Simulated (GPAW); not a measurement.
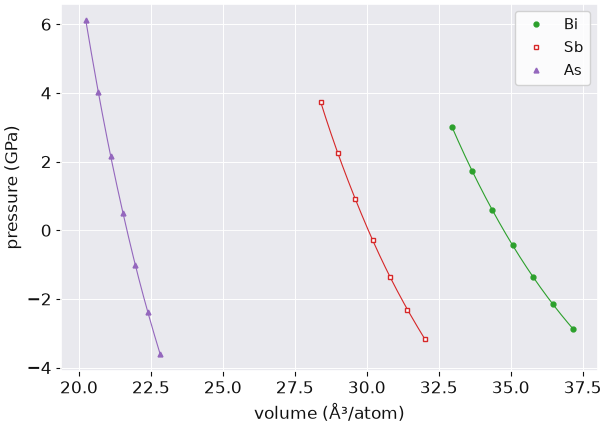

The picture above shows the pressure against volume, with one curve for each element, for As, Bi and Sb (all in space group R-3m (No. 166)).

Computed with GPAW 26.7.0: PAW DFT in plane waves, on a grid or in atomic orbitals, no spin polarisation; energies at scaled volumes of the given cell, shape and fractions fixed, counted from the fit's minimum, third-order Birch-Murnaghan fit. Level: PBEsol.

- occupations: Fermi–Dirac
- smearing width: 0.05 eV
- potentials: PAW data sets made by gpaw setup for the functional
- wave cutoff: 600 eV

Settings that differ: Bi: k mesh 7×7×7; Sb: k mesh 8×8×8; As: k mesh 9×9×9.

Q: Order the curves by fitted equilibrium volume, smallest first.

A: As 21.669, Sb 30.070, Bi 34.772 Å³/atom.

Q: Order the curves by fitted bulk modulus, smallest first.

A: Bi 50.0, Sb 57.6, As 77.6 GPa.

Keep in mind: spin-orbit coupling left out, heavy elements (Bi); shape and atomic fractions are frozen while scaling, which makes layered, chain and framework solids too stiff.

The computed values:

Bi:
```csv
volume (Å³/atom),pressure (GPa)
32.97,3.00
33.67,1.72
34.37,0.58
35.07,-0.44
35.77,-1.35
36.47,-2.16
37.17,-2.88
```

Sb:
```csv
volume (Å³/atom),pressure (GPa)
28.39,3.75
29.00,2.24
29.60,0.91
30.21,-0.29
30.81,-1.36
31.41,-2.31
32.02,-3.17
```

As:
```csv
volume (Å³/atom),pressure (GPa)
20.24,6.11
20.67,4.04
21.10,2.17
21.53,0.50
21.96,-1.02
22.39,-2.38
22.82,-3.61
```
